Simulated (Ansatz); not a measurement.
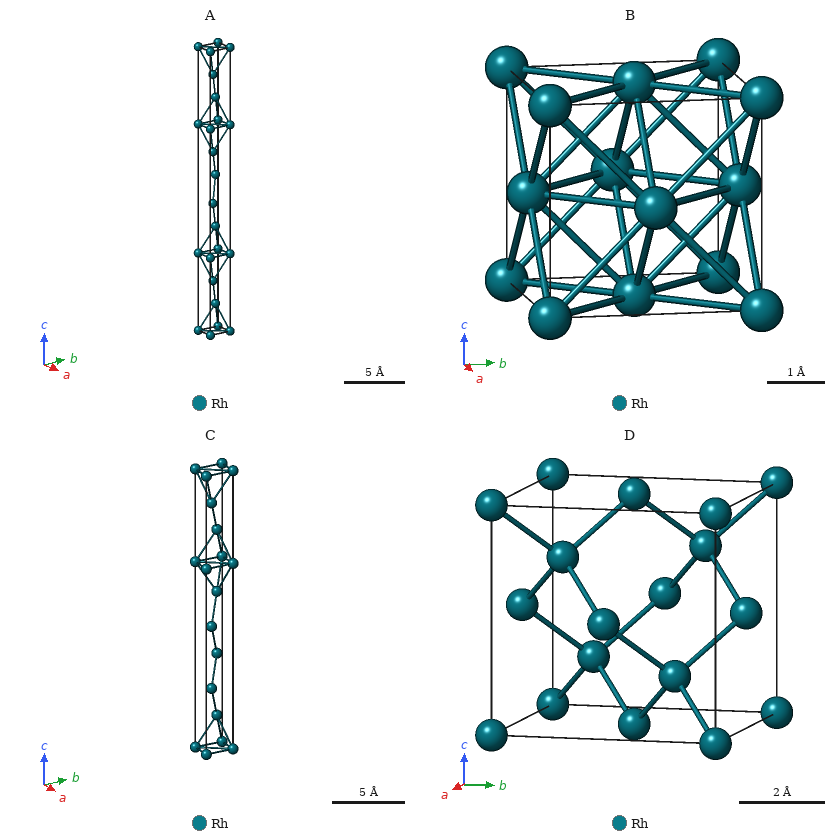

Four structures of Rh, each relaxed to rest (conventional cells in solid outline, small ones repeated, each panel with its own scale). Method: Ansatz 0.2.0, DFT PBE, scalar-relativistic, plane waves, PAW, without spin polarisation.

Question: What are the structures shown?

Answer: A: 11 atoms a cell on a primitive hexagonal lattice, P-3m1; B: face-centred cubic (Cu type), Fm-3m; C: 9 atoms a cell on a primitive hexagonal lattice, P3m1; D: diamond, Fd-3m.

Question: Which of these is lowest in energy, and how far above it do the others lie?

Answer: B, then A (+10 meV/atom), C (+20 meV/atom) and D (+1112 meV/atom), energies at zero smearing.

Question: Collect the results in a table.

Answer:
| panel | structure | E − E(lowest) (meV/atom) | volume (Å³/atom) | gap (eV) |
| --- | --- | --- | --- | --- |
| B | Fm-3m | 0 | 14.0 | metal |
| A | P-3m1 | 10 | 14.1 | metal |
| C | P3m1 | 20 | 14.1 | metal |
| D | Fd-3m | 1112 | 20.9 | metal |

Some of these may be structure types tried for this composition rather than known phases, and the most stable form need not be among them. Gaps are taken on the k-mesh or band path of each run.
